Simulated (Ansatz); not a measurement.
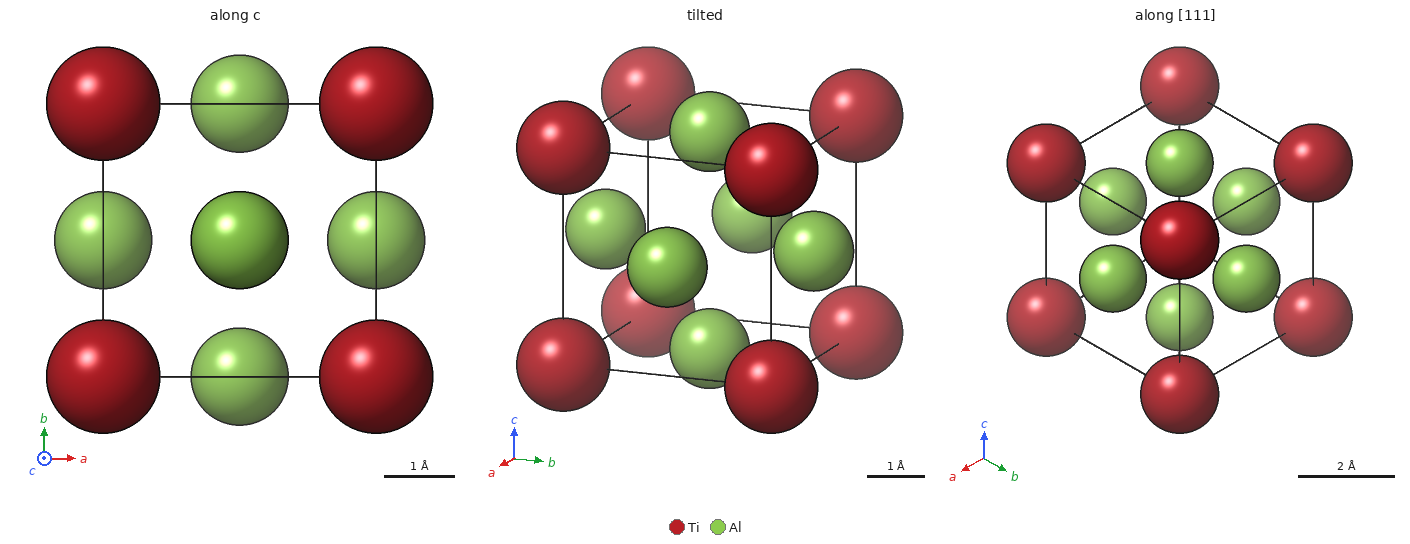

Drawn in the spheres-only manner and seen along the c axis, slightly off an axis and along [111]. Atoms at the boundary of the conventional unit cell (the box) are drawn once for each face, edge or corner they touch.

Describe this structure.

- It has the composition TiAl$_{3}$.
- The atoms follow space group Pm-3m (No. 221); the Bravais lattice is primitive cubic.
- Type of structure: Cu₃Au (L1₂) type.
- Content of the cell: 1 Ti, 3 Al (Z = 1).
- The neighbours of Ti are twelve Al in a cuboctahedral arrangement at about 2.8 Å. Al is coordinated by eight Al and four Ti in a cuboctahedral arrangement (about 2.8 Å to Al, 2.8 Å to Ti).

The model was built from a structure listed in the Materials Project. Earlier steps of the study, as a rule a relaxation of our own, may have changed the cell and positions, so they can lie some per cent off the listed ones. It was run through Ansatz as a DFT input.
